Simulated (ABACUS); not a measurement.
Run report: Ge, single-point calculation at one volume of an equation of state (part 2 of 2)

The same run, continued: Ge (Fd-3m, 2 atoms in the cell); Kohn-Sham DFT of a periodic cell, r2SCAN, SG15 ONCV 1.2 PBE, no spin polarisation (ABACUS 3.10.1); cutoff 1238.12 eV, 5×5×5 k-mesh, fermi-dirac of 0.05 eV. The structure derives from an entry of the Crystallography Open Database. It belongs to a series of runs on one base structure; here: volume scaled by 0.98.

Geometry of the input (Å; fractional positions):
```
0.0000  2.8099  2.8099
2.8099  0.0000  2.8099
2.8099  2.8099  0.0000
Ge 0.2500  0.2500  0.2500
Ge 0.0000  0.0000  0.0000
```

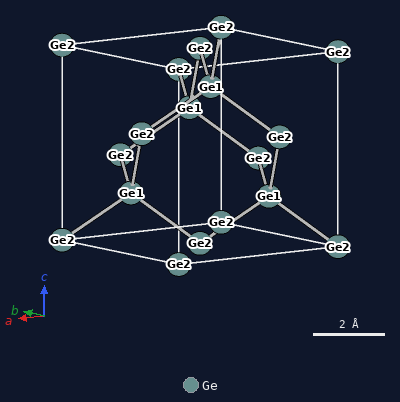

Fig. 1: The structure as given in the input (ball-and-stick view of the cell 4 times as large as that of the calculation, set on its symmetry axes, seen at an oblique angle; atoms are numbered from 1 in the order of the input). An atom can appear more than once, as a periodic image.

What the program printed, continued:
```
 LATTICE VECTORS: (CARTESIAN COORDINATE: IN UNIT OF A0)
                   +0            +2.80992            +2.80992
             +2.80992                  +0            +2.80992
             +2.80992            +2.80992                  +0
                       right hand lattice = 1
                                   NORM_A = 3.97383
                                   NORM_B = 3.97383
                                   NORM_C = 3.97383
                           ALPHA (DEGREE) = 60
                           BETA  (DEGREE) = 60
                           GAMMA (DEGREE) = 60

 The lattice vectors have been changed (STRU_SIMPLE.cif)

(for optimal symmetric configuration:)
                             BRAVAIS TYPE = 3
                     BRAVAIS LATTICE NAME = 03. Cubic F (face-centered)
                                    ibrav = 3
                                    IBRAV = 3
                                  BRAVAIS = FACE CENTERED CUBIC
                       LATTICE CONSTANT A = 5.61985
Original cell was already a primitive cell.
                        ROTATION MATRICES = 48
              PURE POINT GROUP OPERATIONS = 24
                   SPACE GROUP OPERATIONS = 48
                                       C2 = 3
                                       C3 = 8
                                       C4 = 0
                                       C6 = 0
                                       S1 = 6
                                       S3 = 0
                                       S4 = 6
                                       S6 = 0
                              POINT GROUP = T_d
               POINT GROUP IN SPACE GROUP = O_h

 SETUP K-POINTS
                                    nspin = 1
                   Input type of k points = Monkhorst-Pack(Gamma)
                                   nkstot = 125
                       right hand lattice = 1
(for reciprocal lattice: )
                             BRAVAIS TYPE = 2
                     BRAVAIS LATTICE NAME = 02. Cubic I (body-centered)
                                    ibrav = 2
                       right hand lattice = 1
(for k-lattice: )
                             BRAVAIS TYPE = 2
                     BRAVAIS LATTICE NAME = 02. Cubic I (body-centered)
                                    ibrav = 2
                       right hand lattice = 1
                        ROTATION MATRICES = 48
                               nkstot_ibz = 10
K-POINTS REDUCTION ACCORDING TO SYMMETRY
     IBZ    DIRECT_X    DIRECT_Y    DIRECT_Z  WEIGHT  ibz2bz
       1  0.00000000  0.00000000  0.00000000  0.0080       0
       2  0.20000000  0.20000000  0.20000000  0.0640       1
       3  0.40000000  0.40000000  0.40000000  0.0640       2
       4  0.20000000  0.20000000  0.00000000  0.0480       6
       5  0.40000000  0.40000000  0.20000000  0.1920       7
       6 -0.40000000  0.40000000  0.40000000  0.1920       8
       7  0.40000000  0.20000000  0.20000000  0.0960       9
       8  0.40000000  0.40000000  0.00000000  0.0480      12
       9 -0.20000000  0.40000000  0.40000000  0.0960      13
      10 -0.40000000  0.40000000  0.20000000  0.1920      38

                               nkstot now = 10
[... K-POINTS DIRECT COORDINATES: 10 rows ...]

           k-point number in this process = 3
       minimum distributed K point number = 2
[... stars of the k points ...]

[... K-POINTS CARTESIAN COORDINATES: 3 rows ...]

[... K-POINTS DIRECT COORDINATES: 3 rows ...]

 SETUP PLANE WAVES FOR WAVE FUNCTIONS
     energy cutoff for wavefunc (unit:Ry) = 91
              fft grid for wave functions = [ 45, 45, 45 ]
                    number of plane waves = 4957
                         number of sticks = 379

 PARALLEL PW FOR WAVE FUNCTIONS
     PROC   COLUMNS(POT)             PW
        1            379           4957
 --------------- sum -------------------
        1            379           4957

 SETUP NONLOCAL PSEUDOPOTENTIALS IN PLANE WAVE BASIS
 Ge non-local projectors:
 projector 1 L=0
 projector 2 L=0
 projector 3 L=1
 projector 4 L=1
 projector 5 L=2
 projector 6 L=2
      TOTAL NUMBER OF NONLOCAL PROJECTORS = 36

 Init Non-Local PseudoPotential table :
 Init Non-Local-Pseudopotential done.

                                     npwx = 4408

 -------------------------------------------
 SELF-CONSISTENT
 -------------------------------------------
                                 init_chg = atomic

 PW ALGORITHM --------------- ION=   1  ELEC=   1--------------------------------
 Notice: Threshold on eigenvalues was too large.
 hsover_error=0.28 > DRHO=0.0706304
 Origin diag ethr = 0.01
 New diag ethr = 0.000252252

 Density error is 0.0641953133906
                          Error Threshold = 0.000252251565403
----------------------------------------------------------
     Energy           Rydberg                 eV
----------------------------------------------------------
 E_KohnSham     -281.2217057835      -3826.2175999358
 E_Harris       -278.8657244093      -3794.1628288637
 E_Fermi        0.7751299802         10.5461844220
----------------------------------------------------------

 PW ALGORITHM --------------- ION=   1  ELEC=   2--------------------------------

 Density error is 0.00402759909056
                          Error Threshold = 0.000229268976395
----------------------------------------------------------
     Energy           Rydberg                 eV
----------------------------------------------------------
 E_KohnSham     -281.3421440294      -3827.8562463372
 E_Harris       -280.0642295896      -3810.4693283983
 E_Fermi        0.8070290295         10.9801932531
----------------------------------------------------------

 PW ALGORITHM --------------- ION=   1  ELEC=   3--------------------------------

 Density error is 0.000433679460919
                          Error Threshold = 1.43842824663e-05
----------------------------------------------------------
     Energy           Rydberg                 eV
----------------------------------------------------------
 E_KohnSham     -281.3528348838      -3828.0017028724
 E_Harris       -281.1466189061      -3825.1959905578
 E_Fermi        0.8136069837         11.0696909113
----------------------------------------------------------

 PW ALGORITHM --------------- ION=   1  ELEC=   4--------------------------------

 Density error is 3.52900388373e-05
                          Error Threshold = 1.54885521757e-06
----------------------------------------------------------
     Energy           Rydberg                 eV
----------------------------------------------------------
 E_KohnSham     -281.3532974824      -3828.0079968491
 E_Harris       -281.3795224822      -3828.3648062774
 E_Fermi        0.8176516350         11.1247212146
----------------------------------------------------------

 PW ALGORITHM --------------- ION=   1  ELEC=   5--------------------------------

 Density error is 6.05752829748e-07
                          Error Threshold = 1.2603585299e-07
----------------------------------------------------------
     Energy           Rydberg                 eV
----------------------------------------------------------
 E_KohnSham     -281.3533046394      -3828.0080942254
 E_Harris       -281.3406180068      -3827.8354837335
 E_Fermi        0.8171880143         11.1184133323
----------------------------------------------------------

 PW ALGORITHM --------------- ION=   1  ELEC=   6--------------------------------

 Density error is 3.16795460699e-08
                          Error Threshold = 2.16340296339e-09
----------------------------------------------------------
     Energy           Rydberg                 eV
----------------------------------------------------------
 E_KohnSham     -281.3533050382      -3828.0080996520
 E_Harris       -281.3551801739      -3828.0336121813
 E_Fermi        0.8174000245         11.1212978781
----------------------------------------------------------

 PW ALGORITHM --------------- ION=   1  ELEC=   7--------------------------------

 Density error is 2.77051272303e-09
                          Error Threshold = 1.13141235964e-10
----------------------------------------------------------
     Energy           Rydberg                 eV
----------------------------------------------------------
 E_KohnSham     -281.3533050582      -3828.0080999243
 E_KS(sigma->0) -281.3532356955      -3828.0071561956
 E_Harris       -281.3541271883      -3828.0192855774
 E_band         -16.6585668068       -226.6514290867
 E_one_elec     -127.8799222322      -1739.8956021550
 E_Hartree      78.5352809898        1068.5273154928
 E_xc           -33.1732619663       -451.3453839882
 E_Ewald        -198.8352631241      -2705.2925418166
 E_entropy(-TS) -0.0001387255        -0.0018874573
 E_descf        0.0000000000         0.0000000000
 E_exx          0.0000000000         0.0000000000
 E_Fermi        0.8173673484         11.1208532974
----------------------------------------------------------

 charge density convergence is achieved
 final etot is -3828.0080999 eV
 EFERMI = 11.120853297 eV

 STATE ENERGY(eV) AND OCCUPATIONS    NSPIN == 1
 1/3 kpoint (Cartesian) = 0.0000 0.0000 0.0000 (4381 pws)
       1       -13.5413      0.0160000
       2       -13.5413      0.0160000
       3       -13.5413      0.0160000
       4       -13.4881      0.0160000
       5       -13.4881      0.0160000
       6       -13.2369      0.0160000
       7       -13.2369      0.0160000
       8       -13.2369      0.0160000
       9       -13.2052      0.0160000
      10       -13.2052      0.0160000
      11       -2.47160      0.0160000
      12        11.0639      0.0121205
      13        11.0639      0.0121205
      14        11.0639      0.0121205
      15        11.0751      0.0114242
      16        13.8582    2.67730e-26
      17        13.8582    2.67730e-26
      18        13.8582    2.67730e-26

 2/3 kpoint (Cartesian) = 0.035588 0.035588 0.035588 (4408 pws)
       1       -13.5585       0.128000
       2       -13.5585       0.128000
       3       -13.5342       0.128000
       4       -13.4612       0.128000
       5       -13.4612       0.128000
       6       -13.2550       0.128000
       7       -13.2550       0.128000
       8       -13.2458       0.128000
       9       -13.1918       0.128000
      10       -13.1918       0.128000
      11       -1.96299       0.128000
      12        7.03591       0.128000
      13        10.3424       0.128000
      14        10.3424       0.128000
      15        12.0205    1.96296e-09
      16        14.7938    1.60165e-33
      17        14.7938    1.60165e-33
      18        16.1559    2.36145e-45

 3/3 kpoint (Cartesian) = 0.071176 0.071176 0.071176 (4392 pws)
       1       -13.5695       0.128000
       2       -13.5695       0.128000
       3       -13.5223       0.128000
       4       -13.4389       0.128000
       5       -13.4389       0.128000
       6       -13.2658       0.128000
       7       -13.2658       0.128000
       8       -13.2606       0.128000
       9       -13.1840       0.128000
      10       -13.1840       0.128000
      11      -0.662143       0.128000
      12        3.68357       0.128000
      13        9.63925       0.128000
      14        9.63925       0.128000
      15        11.4404    0.000214293
      16        15.2247    2.89686e-37
      17        15.2247    2.89686e-37
      18        18.9362    1.67424e-69

------------------------------------------------------------------------------------------
 TOTAL-FORCE (eV/Angstrom)
------------------------------------------------------------------------------------------
                       Ge1         0.0000000000         0.0000000000         0.0000000000
                       Ge2         0.0000000000         0.0000000000         0.0000000000
------------------------------------------------------------------------------------------

----------------------------------------------------------------
 TOTAL-STRESS (KBAR)
----------------------------------------------------------------
         0.4748088043        -0.0000000000         0.0000000000
        -0.0000000000         0.4748088043        -0.0000000000
        -0.0000000000        -0.0000000000         0.4748088043
----------------------------------------------------------------
 TOTAL-PRESSURE: 0.474809 KBAR

 --------------------------------------------
 !FINAL_ETOT_IS -3828.0080999242609323 eV
 --------------------------------------------
```

Standard output:
```
ABACUS v3.10.1

               Atomic-orbital Based Ab-initio Computation at UStc

 dft_functional readin is: MGGA_X_R2SCAN+MGGA_C_R2SCAN
 dft_functional in pseudopot file is: PBE
 Please make sure this is what you need

%%%%%%%%%%%%%%%%%%%%%%%%%%%%%%%%%%%%%%%%%%%%%%%%%%%%%%%%%%%%%%%%%%%%%%%%%%%%%%%%%%%%%%%%%%%%%%%%%%%%%%%%%
 Warning: the number of valence electrons in pseudopotential > 4 for Ge: [Ar] 3d10 4s2 4p2
 Pseudopotentials with additional electrons can yield (more) accurate outcomes, but may be less efficient.
 If you're confident that your chosen pseudopotential is appropriate, you can safely ignore this warning.
%%%%%%%%%%%%%%%%%%%%%%%%%%%%%%%%%%%%%%%%%%%%%%%%%%%%%%%%%%%%%%%%%%%%%%%%%%%%%%%%%%%%%%%%%%%%%%%%%%%%%%%%%

 UNIFORM GRID DIM        : 45 * 45 * 45
 UNIFORM GRID DIM(BIG)   : 45 * 45 * 45
func,idMGGA_X_R2SCAN 497
func,idMGGA_C_R2SCAN 498
 ---------------------------------------------------------
 Self-consistent calculations for electrons
 ---------------------------------------------------------
 SPIN    KPOINTS         PROCESSORS  THREADS
 1       10              4           4
 ---------------------------------------------------------
 Use plane wave basis
 ---------------------------------------------------------
 ELEMENT NATOM       XC
 Ge      2
 ---------------------------------------------------------
 Initial plane wave basis and FFT box
 ---------------------------------------------------------
 -------------------------------------------
 SELF-CONSISTENT :
 -------------------------------------------
 START CHARGE      : atomic
 ITER       ETOT/eV          EDIFF/eV         DRHO         DKIN     TIME/s
 DA1     -3.82621760e+03   0.00000000e+00   6.4195e-02   8.3364e-01   2.47
 DA2     -3.82785625e+03  -1.63864640e+00   4.0276e-03   2.2676e-01   0.78
 DA3     -3.82800170e+03  -1.45456535e-01   4.3368e-04   4.6446e-03   0.86
 DA4     -3.82800800e+03  -6.29397671e-03   3.5290e-05   2.5240e-03   0.89
 DA5     -3.82800809e+03  -9.73762787e-05   6.0575e-07   1.2633e-03   0.83
 DA6     -3.82800810e+03  -5.42662305e-06   3.1680e-08   2.1867e-04   0.76
 DA7     -3.82800810e+03  -2.72227865e-07   2.7705e-09   2.6709e-04   0.80
----------------------------------------------------------------
 TOTAL-STRESS (KBAR)
----------------------------------------------------------------
         0.4748088043        -0.0000000000         0.0000000000
        -0.0000000000         0.4748088043        -0.0000000000
        -0.0000000000        -0.0000000000         0.4748088043
----------------------------------------------------------------
 TOTAL-PRESSURE: 0.474809 KBAR
```
